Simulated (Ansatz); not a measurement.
# Single-point calculation, with input and output: NiSi (part 1 of 2)

The run: single-point calculation of NiSi (P2₁3, 8 atoms in the cell). Method and program: DFT r2SCAN, scalar-relativistic, plane waves, PAW, spin-polarised (Ansatz 0.2.0).

The structure derives from an entry of the Crystallography Open Database. Figures and captions count atoms from 1; the log counts them from 0 in places.

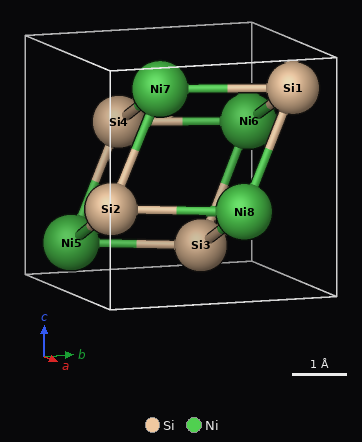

Figure 1. The input geometry (ball-and-stick view of the cell of the calculation, seen slightly off an axis; atoms are numbered from 1 in the order of the input). An atom can appear more than once, as a periodic image. Near neighbours in the periodic cell (some may lie outside the picture): Si has 7 Ni at 2.23 to 2.47 Å; Ni has 7 Si at 2.23 to 2.47 Å.

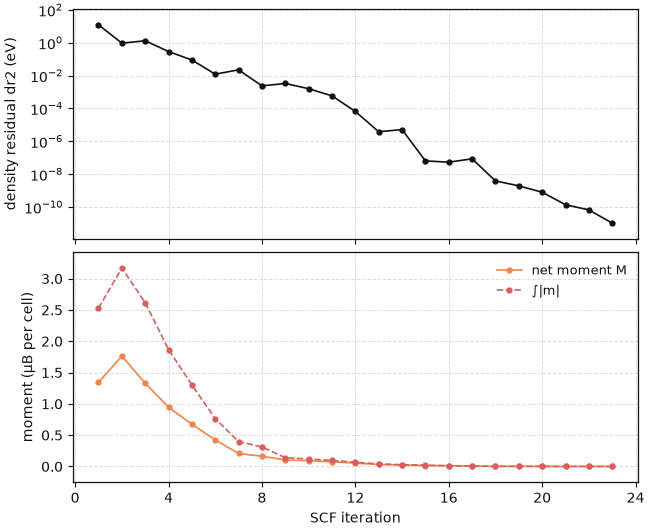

Figure 2. Convergence of the self-consistent field: density residual dr2 and magnetic moment against the SCF iteration. The residual falls almost steadily, with no more than small rises. The net moment goes from 1.3 to 0.0 μB per cell, and ∫|m| falls to zero.

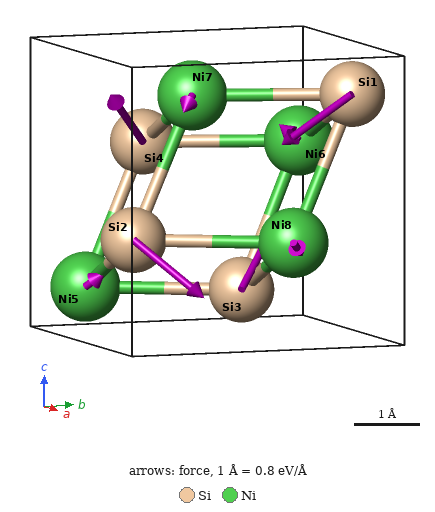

Figure 3. Forces on the atoms as pink arrows (ball-and-stick view of the cell of the calculation, seen slightly off an axis; atoms are numbered from 1 in the order of the input). The largest act on all 4 Si atoms (1.18 eV/Å). The geometry is not a stationary point of this energy.

The input and output of the run follow.

## The input
```yaml
crystal:
  lattice:
    - [4.49678, 0.0, 0.0]
    - [0.0, 4.49678, 0.0]
    - [0.0, 0.0, 4.49678]
  atoms:
    - { symbol: Si, position: [0.8601, 0.8601, 0.8601] }
    - { symbol: Si, position: [0.6399, 0.1399, 0.3601] }
    - { symbol: Si, position: [0.3601, 0.6399, 0.1399] }
    - { symbol: Si, position: [0.1399, 0.3601, 0.6399] }
    - { symbol: Ni, position: [0.147, 0.147, 0.147], spin: 2.0 }
    - { symbol: Ni, position: [0.353, 0.853, 0.647], spin: 2.0 }
    - { symbol: Ni, position: [0.647, 0.353, 0.853], spin: 2.0 }
    - { symbol: Ni, position: [0.853, 0.647, 0.353], spin: 2.0 }
basis:
  ecutwfc: 500
kpoints:
  mp_grid: { grid: [4, 4, 4] }
hamiltonian:
  xc: r2scan
scf:
  occupations: { method: gaussian, width: 0.1 }
  lower_state_search: "off"
output:
  forces: true
  stress: true
  eigenvalues: true
  populations: true
magnetization:
  spin_polarized: true
```

Launch command:
```bash
ansatz run input.yaml --threads 2 --pin off --max-ram 5120MiB --backend cpu --events-out ev --progress --plain --runs-dir out
```

## Output
```
Engine: ansatz 0.2.0, x86_64-unknown-linux-gnu
Pseudopotentials: kind: paw
Pseudopotential: Si, paw, valence charge 4, recommended cutoff 500 eV (meta_gga), Si.paw.azcp
Pseudopotential: Ni, paw, valence charge 18, recommended cutoff 500 eV (meta_gga), Ni.paw.azcp
Functional definition: r2SCAN
  parameter k0 = 0.174
  parameter k1 = 0.065
  parameter a1 = 4.9479
  exchange = r2scan_x(k0 = k0, k1 = k1, a1 = a1)
  correlation = r2scan_c
Crystal: 8 atoms, lattice volume = 90.930 Å³
Basis set: ecut = 500 eV, 2325 PW (Γ), exchange–correlation on 144×144×144 points (64 copies of the dense FFT grid, shifted against one another)
Bands: 58, of which v1, the nominal top of the filled ones, is band 44 counted from 1 (43 counted from 0)
Symmetry: 12 space group operations
Space group: P213 (ITA 198), of the structure as read, at distance tolerance 4.5e-5 Å
Magnetic group: BNS 198.9 (UNI 1511), of the structure as read, at distance tolerance 4.5e-5 Å
k-points: 11 of 64 (time reversal used)
Non-local potential: Si, projectors of the file, l = 0: 2, l = 1: 2, l = 2: 2
Non-local potential: Ni, projectors of the file, l = 0: 3, l = 1: 2, l = 2: 3, l = 3: 1
PAW form: soft (Blöchl's): semilocal exchange-correlation on the pseudo side does not see the compensation charge
PAW frozen core: Si, regenerated for the run's functional (the file was generated under x = pbe(κ = 0.804, μ = 0.2195149727645171), c = pbe(β = 0.06672455060314922))
PAW frozen core: Ni, regenerated for the run's functional (the file was generated under x = pbe(κ = 0.804, μ = 0.2195149727645171), c = pbe(β = 0.06672455060314922))
PAW one-centre angular grid: Si, 302 points (default); XC on 160 Gauss nodes
PAW one-centre angular grid: Ni, 590 points (default); XC on 160 Gauss nodes
Initial density: superposition of atomic densities (chi_scale 0.1, normalization cell)
Starting moments: Σ|m| = 8 μB on 4 of 8 sites
Initial wavefunctions: pseudopotential atomic-orbital guess
Functional: x = r2scan, c = r2scan; τ floored in thin density (d = 2e-4 eV/Å³)
```
